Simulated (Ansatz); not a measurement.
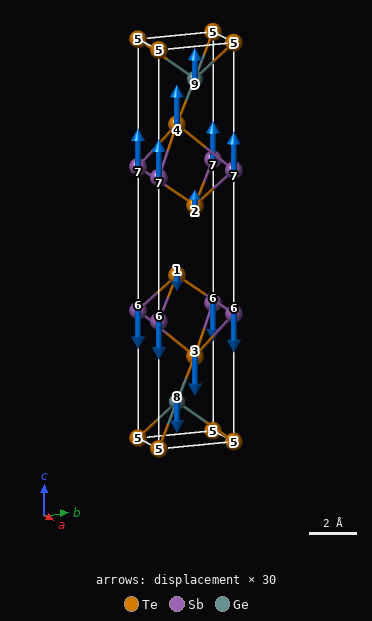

A relaxation of crystalline Ge2Sb2Te5 (set up in P-3m1). The starting structure is drawn; blue arrows show the displacements (the part carried along by the change of the cell is left out), magnified 30 times.

Style: ball-and-stick. Shown: the cell of the calculation, slightly off an axis.

The run lets cell and atoms move.

Method: Kohn-Sham DFT of a periodic cell, PBEsol, Ansatz PAW in Ansatz 0.2.0.

Input file:
```yaml
crystal:
  lattice:
    - [4.2940644248, 0.0, 0.0]
    - [-2.1470322124, 3.7187688774, 0.0]
    - [0.0, 0.0, 17.101346]
  atoms:
    - { symbol: Te, position: [0.6666666667, 0.3333333333, 0.419892] }
    - { symbol: Te, position: [0.3333333333, 0.6666666667, 0.580108] }
    - { symbol: Te, position: [0.3333333333, 0.6666666667, 0.201542] }
    - { symbol: Te, position: [0.6666666667, 0.3333333333, 0.798458] }
    - { symbol: Te, position: [0.0, 0.0, 0.0] }
    - { symbol: Sb, position: [0.0, 0.0, 0.320068] }
    - { symbol: Sb, position: [0.0, 0.0, 0.679932] }
    - { symbol: Ge, position: [0.6666666667, 0.3333333333, 0.102895] }
    - { symbol: Ge, position: [0.3333333333, 0.6666666667, 0.897105] }
hamiltonian:
  xc: pbesol
  pseudopotentials: { kind: paw }
kpoints:
  mp_grid: { grid: [7, 7, 2] }
scf:
  occupations: { method: fermi_dirac, width: 0.05 }
output:
  forces: true
  stress: true
  eigenvalues: true
relax:
  f_tol: 0.01
  max_steps: 40
  cell: { stress_tol: 0.05 }
```

Launched with:
```bash
ansatz run input.yaml --threads 4 --pin off --max-ram 11264MiB --backend cpu --events-out ev --progress --plain --runs-dir out
```

**What happened in the run?**

The largest moves relative to the cell, 0.057 Å, are those of Te3 and Te4. Te4 goes along +c. By element the largest moves are Te 0.057 Å, Sb 0.055 Å, Ge 0.045 Å. Cell: a = b 4.294 → 4.225 Å (−1.6 %), c 17.101 → 16.879 Å (−1.3 %). Volume −4.4 %. Among the contacts that change: Te5–Ge8 3.040 → 2.969 Å, Te3–Ge8 2.999 → 2.947 Å, Te3–Sb6 3.202 → 3.156 Å, Te1–Sb6 3.010 → 2.984 Å. The space group stays P-3m1 (No. 164). After 3 accepted moves (4 points after the start) the energy has fallen by 11.3 meV per atom. Largest force component: 0.13 eV/Å at the start, 0.0021 eV/Å at the end. Pressure: −2.24 GPa at the start and −0.01 GPa at the end. At 1 point the geometry stayed and the basis and grid were re-selected for the new cell (energy shift of 0.2 meV per atom at most each time). Cost: 32 s on 4 threads of Arm Neoverse V2, with other jobs on the host, peak memory 1 GiB.

Limits of the set-up: layers or molecules are held without a dispersion correction, so their spacing is unreliable.
